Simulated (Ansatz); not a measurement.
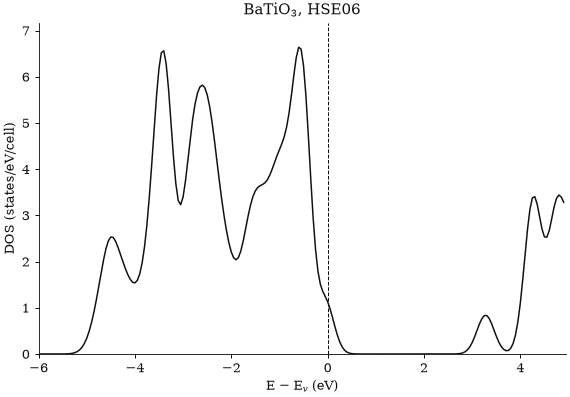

Density of states. Energies are counted from the top of the valence band. The curve is built from the levels of the k mesh with Gaussians 0.4 eV wide, which also blur the band edges.

The Ansatz input:

```
crystal:
  lattice:
    - [3.9940959787, 0.0, 0.0]
    - [0.0, 3.9940959787, 0.0]
    - [0.0, 0.0, 3.9940959787]
  atoms:
    - { symbol: Ba, position: [0.5, 0.5, 0.5] }
    - { symbol: Ti, position: [0.0, 0.0, 0.0] }
    - { symbol: O, position: [0.5, 0.0, 0.0] }
    - { symbol: O, position: [0.0, 0.5, 0.0] }
    - { symbol: O, position: [0.0, 0.0, 0.5] }
kpoints:
  mp_grid: { grid: [4, 4, 4] }
  band_path:
    path: [[0.0, 0.0, 0.0], [0.0, 0.5, 0.0], [0.5, 0.5, 0.0], [0.5, 0.5, 0.5]]
    npoints: 1
hamiltonian:
  xc: hse06
scf:
  occupations: { method: fixed }
  n_extra_bands: 5
output:
  forces: true
  stress: true
  eigenvalues: true
  write_density: true
  write_potential: true
  elf: true
  volumetric_format: npy
```

Command:
```bash

```

### Metal or insulator, going by the density of states?

There is a gap; over the k points computed it is 3.21 eV (indirect; the smallest direct gap is 3.29 eV).

### How wide is the upper valence band?

The upper group of valence states starts about 5.0 eV under the valence-band top, with a gap beneath it; it holds about 18 electrons a cell.
